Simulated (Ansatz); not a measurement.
# What a change does: single-point calculation on ZrC

System: ZrC (Cmcm, 4 atoms in the cell).
Method of the first run: DFT PBEsol, scalar-relativistic, plane waves, PAW, no spin polarisation (Ansatz 0.2.0).

The structure was built on a prototype by a generator; it need not be a known phase. Text and figures count atoms from 1; the logs count them from 0 in places.

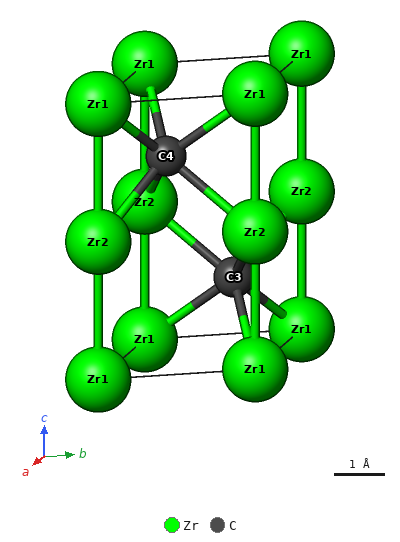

**Figure 1.** The structure as given in the input (ball-and-stick view of the cell of the calculation, seen slightly off an axis; atoms are numbered from 1 in the order of the input). Near neighbours in the crystal (not all of them lie inside the picture): Zr has 6 C at 2.38 to 2.41 Å and 2 Zr at 2.90 Å; C has 6 Zr at 2.38 to 2.41 Å.

### The input, the first run
```yaml
crystal:
  lattice:
    - [3.3706689502, 0.0, 0.0]
    - [-1.6853344751, 2.8340630472, 0.0]
    - [0.0, 0.0, 5.7943916587]
  atoms:
    - { symbol: Zr, position: [0.0, 0.0, 0.0] }
    - { symbol: Zr, position: [0.0, 0.0, 0.5] }
    - { symbol: C, position: [0.3333333333, 0.6666666667, 0.25] }
    - { symbol: C, position: [0.6666666667, 0.3333333333, 0.75] }
basis:
  ecutwfc: 420
  ecutrho_ratio: 4
kpoints:
  mp_grid: { grid: [12, 12, 6] }
hamiltonian:
  xc: pbesol
scf:
  occupations: { method: gaussian, width: 0.05 }
output:
  forces: true
  stress: true
  eigenvalues: true
```

Launched with:
```bash
ansatz run input.yaml --threads 4 --pin off --max-ram 4096MiB --backend cpu --events-out ev --progress --plain --runs-dir out
```

Hardware: 4 threads of an Arm (aarch64) CPU, shared host.

### Output, shortened to warnings, some set-up lines, iterations and results (the first run)
```
Basis set: ecut = 420 eV, 1103 PW (Γ), exchange–correlation on 48×48×80 points (8 copies of the dense FFT grid, shifted against one another)
Symmetry: 8 space group operations
k-points: 172 of 864
Initial density: superposition of atomic densities (neutral atoms: chi_scale 0, normalization atom), corrected by the library's trained network
[...]
SCF iter   1: F=—  HF=-8752.013616 eV  |F-HF|=—  |Δ(HF+E_count)|=         —  Δρ=1.16e-2  dr2=1.09e-1  ethr=1.77e-3  ⟨swp⟩=4.7  Hψ=14485  notcnv=0
SCF iter   2: F=—  HF=-8751.990618 eV  |F-HF|=—  |Δ(HF+E_count)|=   2.30e-2  Δρ=2.41e-3  dr2=2.17e-3  ethr=3.40e-4  ⟨swp⟩=2.1  Hψ=5682  notcnv=0  defer=4
SCF iter   3: F=—  HF=-8751.990455 eV  |F-HF|=—  |Δ(HF+E_count)|=   1.63e-4  Δρ=1.27e-3  dr2=4.62e-4  ethr=6.77e-6  ⟨swp⟩=2.1  Hψ=4089  notcnv=0  defer=6
SCF iter   4: F=—  HF=-8751.990478 eV  |F-HF|=—  |Δ(HF+E_count)|=   2.34e-5  Δρ=1.11e-4  dr2=3.79e-6  ethr=1.44e-6  ⟨swp⟩=2.0  Hψ=5832  notcnv=0  defer=6
SCF iter   5: F=—  HF=-8751.990489 eV  |F-HF|=—  |Δ(HF+E_count)|=   1.04e-5  Δρ=3.14e-5  dr2=6.56e-7  ethr=1.18e-8  ⟨swp⟩=2.0  Hψ=5648  notcnv=0  defer=6
SCF iter   6: F=-8751.990489 eV  HF=-8751.990489 eV  |F-HF|=2.35e-9  |Δ(HF+E_count)|=   9.45e-8  Δρ=4.88e-6  dr2=9.12e-9  ethr=3.13e-10  ⟨swp⟩=3.1  Hψ=12452  notcnv=0
SCF 1 converged in 6 iterations: F = -8751.990489 eV  dr2 = 9.12e-9
SCF converged after 6 iterations
Free energy (F): -8751.990489 eV
Harris-Foulkes:  -8751.990489 eV  (|F-HF|=2.35e-9)
Internal energy: -8751.989075 eV  (E = F + TS)
E sigma→0 (E₀):  -8751.989782 eV
Entropy (-TS):   -0.001413 eV (-0.353 meV/atom)
Fermi energy:    13.523964 eV
--- Per-component energies (eV) ---
  E_band       = -134.450219
  E_kinetic    = 839.838117
  E_local      = -1297.753510  (includes V_loc(G=0)·N_el)
  E_nonlocal   = 212.800715
  E_hartree    = 392.467282
  E_xc         = -417.380966
  E_vxc        = -500.733583  (∫ρ·V_xc dr)
  E_paw        = -5988.389310  (= ΣΔE_a)
  E_vpaw       = -173.535633  (= ΣTr[D̂ρ^β])
  E_aug_tail   = 0.000060  (compensation charges beyond the density's cutoff)
  E_ewald      = -2493.945106
  E_core_change = 0.373642  (= ΣΔE_core)
  E_smearing   = -0.001413  (= −TS)
  E_closure    = -0.000000  (closes the sum)
  Σ components = -8751.990489   (vs F -8751.990489, Δ=0.00e0)
--- Forces (eV/Å), atoms counted from 1 ---
  atom   1  Zr    -0.00000000    -0.00000000     0.00000000
  atom   2  Zr    -0.00000000    -0.00000000    -0.00000000
  atom   3  C      0.00000000     0.00087433     0.00000000
  atom   4  C      0.00000000    -0.00087433     0.00000000
  max |Σ_I F_I| component: 3.94e-31 eV/Å
--- Stress (GPa, compression-positive) ---
      -10.276972       0.000000       0.000000
        0.000000      -4.211775       0.000000
        0.000000       0.000000      -1.607888
  P = ⅓ Tr σ = -5.3655 GPa (-53.655 kbar)
```

The input of the second run differs as follows (lines with − go, lines with + come):
```diff
-    - [3.3706689502, 0.0, 0.0]
-    - [-1.6853344751, 2.8340630472, 0.0]
+    - [3.2724941264, 0.0, 0.0]
+    - [-1.6362470632, 2.8340630472, 0.0]
-    - { symbol: Zr, position: [0.0, 0.0, 0.0] }
+    - { symbol: Zr, position: [0.0141140121, 0.0282280241, 0.0] }
```

What does this change do to the results?

With the same functional and potentials, the second run lies 13.4 meV per atom lower. The pressure goes from −5.37 to 0.17 GPa. The largest force goes from 0.001 to 0.046 eV/Å. The volume per atom goes from 13.84 to 13.43 Å³. The number of SCF iterations is the same. The irreducible k-points go from 172 to 242. The plane waves at Γ go from 1103 to 1087.

### Output, shortened to warnings, some set-up lines, iterations and results (the second run)
```
Basis set: ecut = 420 eV, 1087 PW (Γ), exchange–correlation on 48×48×80 points (8 copies of the dense FFT grid, shifted against one another)
Symmetry: 2 space group operations
k-points: 242 of 864 (time reversal used)
Initial density: superposition of atomic densities (neutral atoms: chi_scale 0, normalization atom), corrected by the library's trained network
[...]
SCF iter   1: F=—  HF=-8752.066749 eV  |F-HF|=—  |Δ(HF+E_count)|=         —  Δρ=1.18e-2  dr2=1.07e-1  ethr=1.77e-3  ⟨swp⟩=4.7  Hψ=20468  notcnv=0
SCF iter   2: F=—  HF=-8752.044209 eV  |F-HF|=—  |Δ(HF+E_count)|=   2.25e-2  Δρ=2.41e-3  dr2=1.96e-3  ethr=3.33e-4  ⟨swp⟩=2.1  Hψ=7978  notcnv=0  defer=8
SCF iter   3: F=—  HF=-8752.044106 eV  |F-HF|=—  |Δ(HF+E_count)|=   1.02e-4  Δρ=1.27e-3  dr2=4.14e-4  ethr=6.14e-6  ⟨swp⟩=2.1  Hψ=5850  notcnv=0  defer=8
SCF iter   4: F=—  HF=-8752.044148 eV  |F-HF|=—  |Δ(HF+E_count)|=   4.20e-5  Δρ=1.12e-4  dr2=4.37e-6  ethr=1.30e-6  ⟨swp⟩=1.2  Hψ=5389  notcnv=0  defer=8
SCF iter   5: F=—  HF=-8752.044159 eV  |F-HF|=—  |Δ(HF+E_count)|=   1.05e-5  Δρ=3.37e-5  dr2=7.48e-7  ethr=1.37e-8  ⟨swp⟩=2.0  Hψ=8601  notcnv=0  defer=8
SCF iter   6: F=-8752.044159 eV  HF=-8752.044159 eV  |F-HF|=1.38e-8  |Δ(HF+E_count)|=   1.01e-7  Δρ=7.33e-6  dr2=3.23e-8  ethr=3.13e-10  ⟨swp⟩=3.2  Hψ=17735  notcnv=0
SCF 1 converged in 6 iterations: F = -8752.044159 eV  dr2 = 3.23e-8
SCF converged after 6 iterations
Free energy (F): -8752.044159 eV
Harris-Foulkes:  -8752.044159 eV  (|F-HF|=1.38e-8)
Internal energy: -8752.042799 eV  (E = F + TS)
E sigma→0 (E₀):  -8752.043479 eV
Entropy (-TS):   -0.001360 eV (-0.340 meV/atom)
Fermi energy:    14.050837 eV
--- Per-component energies (eV) ---
  E_band       = -118.111116
  E_kinetic    = 843.692087
  E_local      = -1264.734268  (includes V_loc(G=0)·N_el)
  E_nonlocal   = 213.089605
  E_hartree    = 383.030440
  E_xc         = -418.636964
  E_vxc        = -502.390842  (∫ρ·V_xc dr)
  E_paw        = -5988.635133  (= ΣΔE_a)
  E_vpaw       = -173.825273  (= ΣTr[D̂ρ^β])
  E_aug_tail   = 0.000059  (compensation charges beyond the density's cutoff)
  E_ewald      = -2520.222266
  E_core_change = 0.373642  (= ΣΔE_core)
  E_smearing   = -0.001360  (= −TS)
  E_closure    = 0.000000  (closes the sum)
  Σ components = -8752.044159   (vs F -8752.044159, Δ=0.00e0)
--- Forces (eV/Å), atoms counted from 1 ---
  atom   1  Zr     0.00000000    -0.01080610    -0.00776232
  atom   2  Zr     0.00000000     0.00129881     0.00030792
  atom   3  C      0.00000000     0.02712197     0.03720794
  atom   4  C      0.00000000    -0.01764795    -0.02975281
  max |Σ_I F_I| component: 3.33e-5 eV/Å
--- Stress (GPa, compression-positive) ---
        0.102517       0.000000       0.000000
        0.000000       0.050787       0.299897
        0.000000       0.299897       0.361494
  P = ⅓ Tr σ = 0.1716 GPa (1.716 kbar)
```

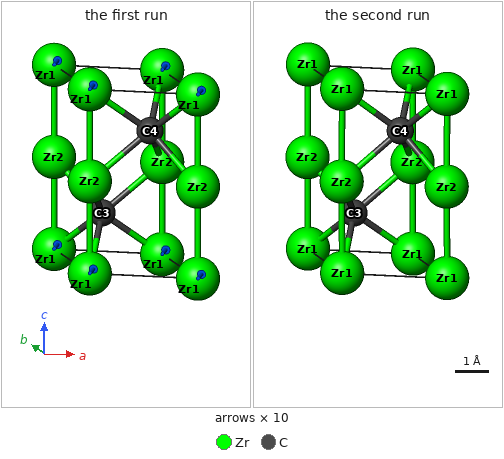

**Figure 2.** The two input geometries at one scale (ball-and-stick view of the cell of the calculation, seen slightly off an axis). The blue arrows on the first give the shifts of the atoms relative to the cell, magnified 10 times. The largest move relative to the cell is that of Zr1, 0.080 Å. C stays in place. The drawn cell changes as follows: a 3.371 → 3.272 Å (−2.9 %), b 3.297 → 3.272 Å (−0.8 %), c stays at 5.794 Å, γ 120.7° → 120.0°; the volume changes by −2.9 %. Among the contacts that change: Zr1–C4 2.415 → 2.350 Å, Zr1–C3 2.381 → 2.318 Å, Zr2–C3 2.415 → 2.381 Å.

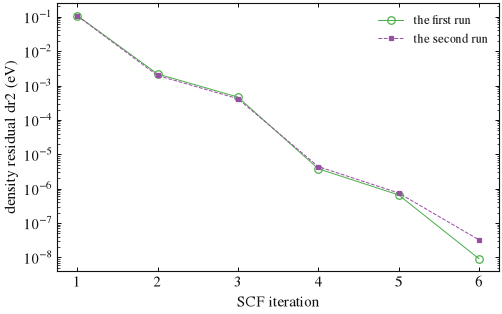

**Figure 3.** Convergence of the two runs: density residual dr2 against the SCF iteration. The first run takes 6 iterations in all, and the second run takes 6.

### The two runs side by side

| quantity | the first run | the second run |
| --- | --- | --- |
| outcome | converged | converged |
| free energy per atom (eV) | −2187.9976 | −2188.0110 |
| gap on the mesh (eV) | 0.00 | 0.00 |
| pressure (GPa) | −5.37 | 0.17 |
| volume per atom (Å³) | 13.84 | 13.43 |
| largest force (eV/Å) | 0.001 | 0.046 |
| SCF iterations | 6 | 6 |
| irreducible k-points | 172 | 242 |
| plane waves at Γ | 1103 | 1087 |
| wall time (shared host) | 4.3 s | 13 s |
